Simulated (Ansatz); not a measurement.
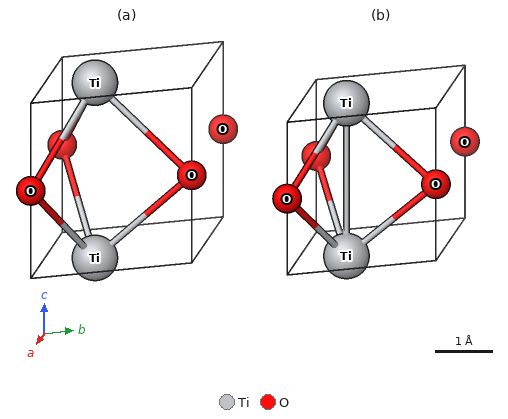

The structure of a crystal of TiO (set up in P-6m2) (coarse preliminary run) before (left) and after (right) a relaxation, at one scale.

Style: ball-and-stick. Shown: the cell of the calculation, slightly off an axis.

These are results of Ansatz 0.2.0, DFT r2SCAN, scalar-relativistic, plane waves, PAW, not measurements.

Input
```yaml
crystal:
  lattice:
    - [3.0309987015, 0.0, 0.0]
    - [-1.5154993507, 2.6249218743, 0.0]
    - [0.0, 0.0, 3.2377]
  atoms:
    - { symbol: Ti, position: [0.6666666667, 0.3333333333, 0.0] }
    - { symbol: O, position: [0.0, 0.0, 0.5] }
basis:
  ecutwfc: 500
kpoints:
  mp_grid: { grid: [6, 6, 6] }
hamiltonian:
  xc: r2scan
scf:
  occupations: { method: gaussian, width: 0.1 }
output:
  forces: true
  stress: true
  eigenvalues: true
relax:
  adjacent_minimum: "off"
  f_tol: 0.05
  max_steps: 80
  cell: { stress_tol: 0.5 }
```

Run as
```bash
ansatz run input.yaml --threads 1 --pin off --max-ram 2560MiB --backend cpu --events-out ev --progress --plain --runs-dir out
```

Question: Summarise the run.

Answer: After 6 accepted moves (7 points after the start) the energy has fallen by 568 meV per atom. All forces vanish by symmetry, so only the cell relaxes. Pressure: −39.62 GPa at the start and −0.01 GPa at the end. At 1 point the geometry stayed and the basis and grid were re-selected for the new cell (energy shift of 2.6 meV per atom at most each time). The atoms keep their places relative to the cell (all moves are under 0.005 Å). The drawn cell changes as follows: a = b 3.031 → 2.802 Å (−7.6 %), c 3.238 → 2.822 Å (−12.8 %); the volume changes by −25.5 %. Among the contacts that change: Ti1–Ti1 3.238 → 2.822 Å, Ti1–O2 2.384 → 2.147 Å, Ti1–Ti1 (another image) 3.031 → 2.802 Å. Bond angles that change, for instance: Ti1–O2–Ti1 85.5° → 82.2°, Ti1–O2–Ti1 78.9° → 81.5°. The space group stays P-6m2 (No. 187). Cost: 43 s on 1 thread of AMD EPYC (Zen 3), with other jobs on the host, peak memory 0.38 GiB.
